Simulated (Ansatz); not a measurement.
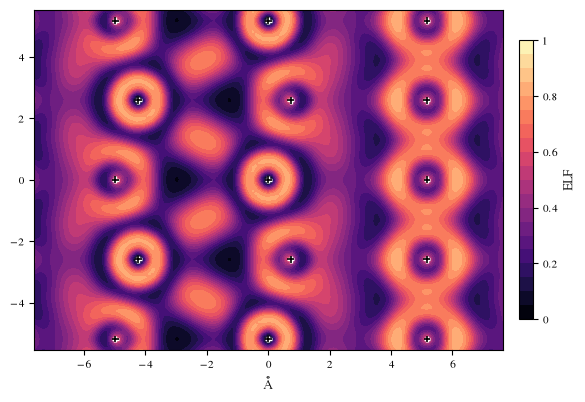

The ELF on a plane through atoms (crosses mark nuclei in the plane).

These are results of DFT PBEsol, scalar-relativistic, plane waves, PAW (Ansatz), not measurements.

Candidates:
A. Ta, a = 5.91 Å, b = 5.91 Å, c = 5.91 Å, α = 60.00°, β = 60.00°, γ = 60.00°. Space group Fm-3m.
B. ZrSi2, a = 3.67 Å, b = 14.57 Å, c = 3.66 Å, α = 90.00°, β = 90.00°, γ = 90.00°. Space group Cmcm.

### Which candidate gave the map?

Candidate B: ZrSi2 on the (101) plane of the conventional cell, which holds Zr and Si. Zr–Si (2.70 Å): the ELF peaks at about 0.75 in the valence shell of Si, 0.9 Å from its nucleus, and is about 0.35 at the midpoint.
